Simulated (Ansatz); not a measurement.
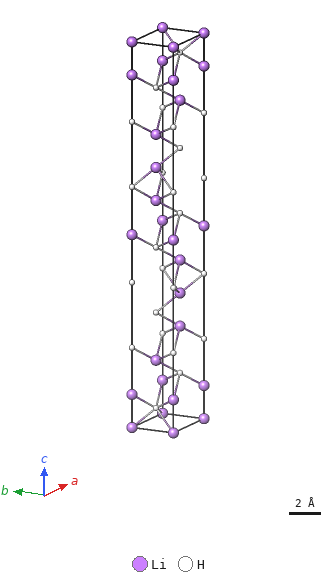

Phonons of a crystal of LiH (a generated structure), space group R-3m (No. 166), at the zone centre. A ball-and-stick model of the conventional cell (3 times the calculation's cell), seen from a free direction. Lengths and directions refer to the drawn axes.

Level of theory: DFT PBE, scalar-relativistic, plane waves, PAW in Ansatz 0.2.0. (plane-wave cutoff 420 eV; k-point mesh 12 × 12 × 12; occupations fixed; no spin polarisation)

Frequencies are those without the non-analytic (LO–TO) term.

Q: Give the spectrum at this point.

A: The calculation's cell holds 8 atoms, so there are 21 optical modes, in 14 levels. The optical modes span 4E_u + 3E_g + 4A₂u + 3A₁g. No level is unstable.

```tsv
level	symmetry	frequency (cm⁻¹)	activity
1	E_u	109	infrared-active
2	E_g	166	Raman-active
3	E_u	243	infrared-active
4	A₂u	383	infrared-active
5	A₁g	387	Raman-active
6	A₂u	562	infrared-active
7	E_u	587	infrared-active
8	A₂u	600	infrared-active
9	E_g	654	Raman-active
10	E_u	681	infrared-active
11	E_g	761	Raman-active
12	A₁g	1060	Raman-active
13	A₂u	1087	infrared-active
14	A₁g	1093	Raman-active
```

The modes drawn as arrows (one member of each degenerate set), 6 of the levels:

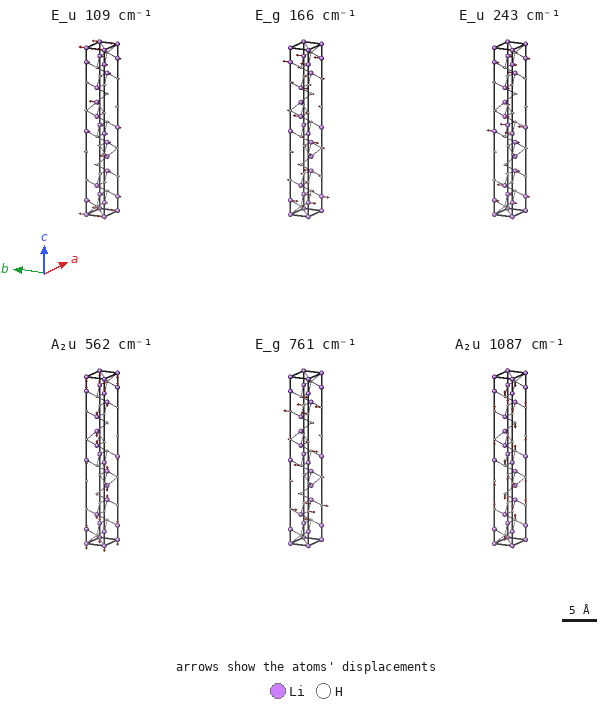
